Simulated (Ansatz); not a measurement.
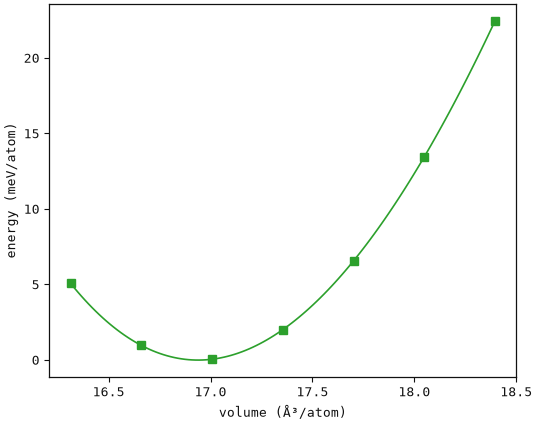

The figure shows the energy against volume for MgSi, space group P4/mmm (No. 123).

The given structure:
```cif
data_structure
_symmetry_space_group_name_H-M 'P 1'
_symmetry_Int_Tables_number 1
_cell_length_a 2.9084
_cell_length_b 2.9084
_cell_length_c 4.1034
_cell_angle_alpha 90.000
_cell_angle_beta 90.000
_cell_angle_gamma 90.000
_cell_volume 34.71
loop_
_atom_site_label
_atom_site_type_symbol
_atom_site_fract_x
_atom_site_fract_y
_atom_site_fract_z
_atom_site_occupancy
Si1 Si 0.50000 0.50000 0.50000 1
Mg1 Mg 0.00000 0.00000 0.00000 1
```

Calculation (Ansatz 0.2.0): all-electron LAPW DFT, no spin polarisation; energies at scaled volumes of the given cell, shape and fractions fixed, counted from the fit's minimum, third-order Birch-Murnaghan fit. Level: PBEsol.

- k mesh: 9×9×7
- occupations: Fermi–Dirac
- smearing width: 0.05 eV
- potentials: all electron LAPW, scalar relativistic
- program settings: basis error eV/atom 0.0005

From this curve and the settings, what does the calculation give for the pressure at the same points?

The pressure falls from 2.68 GPa at volume 16.31 Å³/atom to −4.60 GPa at 18.40 Å³/atom, and changes sign near 16.94 Å³/atom.

| volume (Å³/atom) | pressure (GPa) |
| --- | --- |
| 16.31 | 2.68 |
| 16.66 | 1.14 |
| 17.01 | −0.26 |
| 17.35 | −1.52 |
| 17.70 | −2.66 |
| 18.05 | −3.68 |
| 18.40 | −4.60 |

Note: shape and atomic fractions are frozen while scaling, which makes layered, chain and framework solids too stiff.
